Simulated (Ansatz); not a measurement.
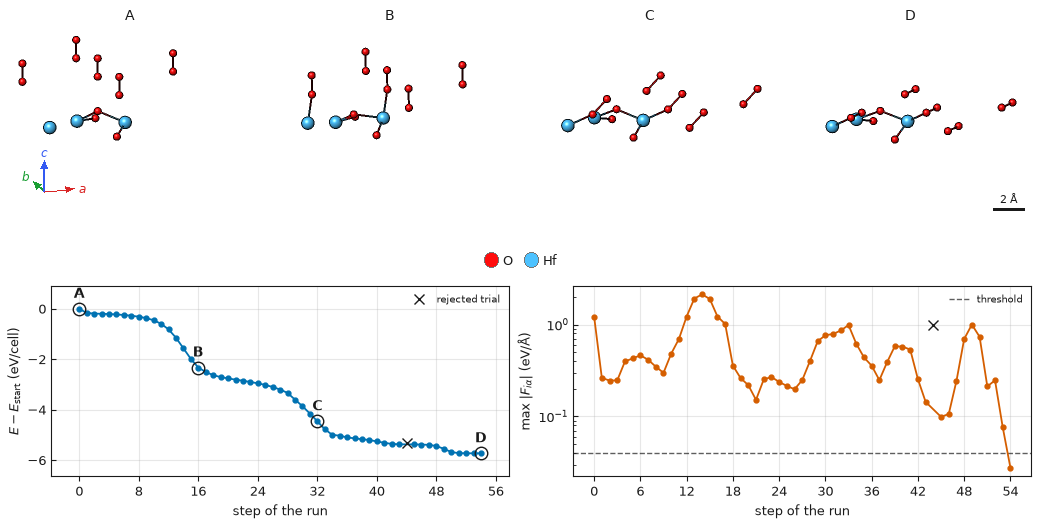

Frames of a constrained relaxation of a slab of composition Hf4O9 (cut from the P2_1/c phase), marked on the history of the run. A ball-and-stick model of the atoms within 5.8 Å of the atom that moves most (axes of the 2 × 2 repeat of the cell, outlined in the plane, without the vacuum (origin shifted)), seen slightly off an axis.

Case: 1 O2 a cell, upright, over a top O site. The slab is the (0 0 1) face of HfO2 with O2 on it. 12 atoms are held fixed.

These are results of Ansatz, DFT PBE+D3(BJ), scalar-relativistic, plane waves, PAW, not measurements.

Input
```yaml
crystal:
  lattice:
    - [5.1260959495, 0.0, 0.0]
    - [0.0, 5.2021810315, 0.0]
    - [0.0, 0.0, 28.9821087261]
  atoms:
    - { symbol: O, position: [0.6347922141, 0.2419181661, 0.2760323645] }
    - { symbol: O, position: [0.5361300051, 0.7580818339, 0.2835555465] }
    - { symbol: O, position: [0.1832406017, 0.3358219371, 0.3083451252] }
    - { symbol: Hf, position: [0.8445046143, 0.5424419733, 0.3173870306] }
    - { symbol: Hf, position: [0.4118787145, 0.0424419733, 0.3324778087] }
    - { symbol: O, position: [0.0731427271, 0.8358219371, 0.341519714] }
    - { symbol: O, position: [0.7202533237, 0.2580818339, 0.3663092926] }
    - { symbol: O, position: [0.6215911147, 0.7419181661, 0.3738324747] }
    - { symbol: O, position: [0.2687017113, 0.1641780629, 0.3986220534] }
    - { symbol: Hf, position: [0.9299657239, 0.9575580267, 0.4076639587] }
    - { symbol: Hf, position: [0.4973398241, 0.4575580267, 0.4227547369] }
    - { symbol: O, position: [0.1586038367, 0.6641780629, 0.4317966422] }
    - { symbol: O, position: [0.8059420773, 0.2460643752, 0.4592391963] }
    - { symbol: O, position: [0.7067389954, 0.7615639889, 0.4677095216] }
    - { symbol: O, position: [0.3491442604, 0.3320972748, 0.4906002937] }
    - { symbol: Hf, position: [0.0175367478, 0.5413108606, 0.4967818387] }
    - { symbol: Hf, position: [0.5904578162, 0.0520259301, 0.5130991765] }
    - { symbol: O, position: [0.2455561071, 0.8350207805, 0.5251222792] }
    - { symbol: O, position: [0.8783699554, 0.2748950108, 0.5496114496] }
    - { symbol: O, position: [0.7865197476, 0.7638674383, 0.5599760197] }
    - { symbol: O, position: [0.4223970712, 0.180770282, 0.5813531491] }
    - { symbol: Hf, position: [0.11465074, 0.9534604195, 0.5880562736] }
    - { symbol: Hf, position: [0.6193644276, 0.4853909494, 0.5990535974] }
    - { symbol: O, position: [0.3129573346, 0.6861992271, 0.6205619118] }
    - { symbol: O, position: [0.3129573346, 0.6861992271, 0.7006112975], spin: 2.0 }
    - { symbol: O, position: [0.3129573346, 0.6861992271, 0.7432203434] }
basis:
  ecutwfc: 420
kpoints:
  mp_grid: { grid: [3, 3, 1] }
hamiltonian:
  xc: pbe
  dispersion: d3bj
scf:
  occupations: { method: gaussian, width: 0.05 }
output:
  forces: true
  eigenvalues: true
  populations: true
  write_density: true
  write_potential: true
  elf: true
  volumetric_format: npy
magnetization:
  spin_polarized: true
relax:
  adjacent_minimum: "off"
  f_tol: 0.04
  max_steps: 100
  constraints: [{ sites: [0, 1, 2, 3, 4, 5, 6, 7, 8, 9, 10, 11] }]
efield:
  axis: 3
  dipole_correction: true
  ramp_width: 0.04
```

Command:
```bash
ansatz run input.yaml --threads 8 --pin off --max-ram 20480MiB --backend cpu --events-out ev --progress --plain --runs-dir out
```

Describe the path.

Answer. The energy falls by 5.725 eV per cell of the calculation in 53 accepted moves (54 points after the start). The largest force component goes from 1.2 to 0.028 eV/Å. The line search rejected the trial step at point 44 of the run. The atom that moves furthest is O26 (4.98 Å at 51° to the normal (−c side)). By element the largest moves are O 4.98 Å, Hf 0.22 Å. The lattice vectors keep their values. Among the contacts that change: Hf23–O26 4.584 → 2.212 Å, Hf23–O25 3.496 → 2.182 Å, O25–O26 1.235 → 1.506 Å, Hf22–O24 1.963 → 2.019 Å. New bonds form, among them: Hf23–O25 (3.50 → 2.18 Å), Hf23–O26 (4.58 → 2.21 Å). Bond angles that change, for instance: Hf22–O24–Hf23 129.1° → 141.3°. The program noted that the starting moments weren't kept. The run may lie on a higher electronic state than the lowest, so the end point isn't shown to be the ground-state structure. The run took 57 min on 8 threads of Arm Neoverse V1 (shared host), peak memory 5.6 GiB. From step 0 to 16: O atoms move most (2.11 Å), energy −2.326 eV per cell of the calculation. From step 16 to 32: O26 moves most (2.89 Å), energy −2.128 eV per cell of the calculation. From step 32 to 54: O26 moves most (1.72 Å), energy −1.271 eV per cell of the calculation.

```json
{"step": "0", "E − E(0), meV/atom": "0.00", "largest force component, eV/Å": "1.2225", "note": ""}
{"step": "1", "E − E(0), meV/atom": "-6.16", "largest force component, eV/Å": "0.2635", "note": ""}
{"step": "2", "E − E(0), meV/atom": "-7.17", "largest force component, eV/Å": "0.2457", "note": ""}
{"step": "3", "E − E(0), meV/atom": "-7.52", "largest force component, eV/Å": "0.2469", "note": ""}
{"step": "4", "E − E(0), meV/atom": "-7.89", "largest force component, eV/Å": "0.3968", "note": ""}
{"step": "5", "E − E(0), meV/atom": "-8.52", "largest force component, eV/Å": "0.4283", "note": ""}
{"step": "6", "E − E(0), meV/atom": "-9.33", "largest force component, eV/Å": "0.4628", "note": ""}
{"step": "7", "E − E(0), meV/atom": "-10.45", "largest force component, eV/Å": "0.4147", "note": ""}
{"step": "8", "E − E(0), meV/atom": "-11.93", "largest force component, eV/Å": "0.3484", "note": ""}
{"step": "9", "E − E(0), meV/atom": "-14.08", "largest force component, eV/Å": "0.2985", "note": ""}
{"step": "10", "E − E(0), meV/atom": "-17.35", "largest force component, eV/Å": "0.4825", "note": ""}
{"step": "12", "E − E(0), meV/atom": "-31.29", "largest force component, eV/Å": "1.2237", "note": ""}
{"step": "15", "E − E(0), meV/atom": "-76.31", "largest force component, eV/Å": "1.9024", "note": ""}
{"step": "17", "E − E(0), meV/atom": "-96.19", "largest force component, eV/Å": "1.0150", "note": ""}
{"step": "19", "E − E(0), meV/atom": "-103.94", "largest force component, eV/Å": "0.2618", "note": ""}
{"step": "22", "E − E(0), meV/atom": "-109.55", "largest force component, eV/Å": "0.2526", "note": ""}
{"step": "24", "E − E(0), meV/atom": "-113.47", "largest force component, eV/Å": "0.2375", "note": ""}
{"step": "26", "E − E(0), meV/atom": "-119.07", "largest force component, eV/Å": "0.1979", "note": ""}
{"step": "29", "E − E(0), meV/atom": "-138.36", "largest force component, eV/Å": "0.6589", "note": ""}
{"step": "31", "E − E(0), meV/atom": "-159.57", "largest force component, eV/Å": "0.7905", "note": ""}
{"step": "33", "E − E(0), meV/atom": "-183.38", "largest force component, eV/Å": "0.9877", "note": ""}
{"step": "35", "E − E(0), meV/atom": "-193.28", "largest force component, eV/Å": "0.4396", "note": ""}
{"step": "38", "E − E(0), meV/atom": "-198.65", "largest force component, eV/Å": "0.3893", "note": ""}
{"step": "40", "E − E(0), meV/atom": "-202.02", "largest force component, eV/Å": "0.5753", "note": ""}
{"step": "42", "E − E(0), meV/atom": "-205.78", "largest force component, eV/Å": "0.2548", "note": ""}
{"step": "45", "E − E(0), meV/atom": "-206.60", "largest force component, eV/Å": "0.0990", "note": ""}
{"step": "47", "E − E(0), meV/atom": "-207.28", "largest force component, eV/Å": "0.2438", "note": ""}
{"step": "49", "E − E(0), meV/atom": "-213.31", "largest force component, eV/Å": "1.0004", "note": ""}
{"step": "52", "E − E(0), meV/atom": "-220.04", "largest force component, eV/Å": "0.2471", "note": ""}
{"step": "54", "E − E(0), meV/atom": "-220.20", "largest force component, eV/Å": "0.0276", "note": ""}
```

Limits of the set-up: the periodic images lie only 5.1 Å apart, so the values are limited by the cell's size.
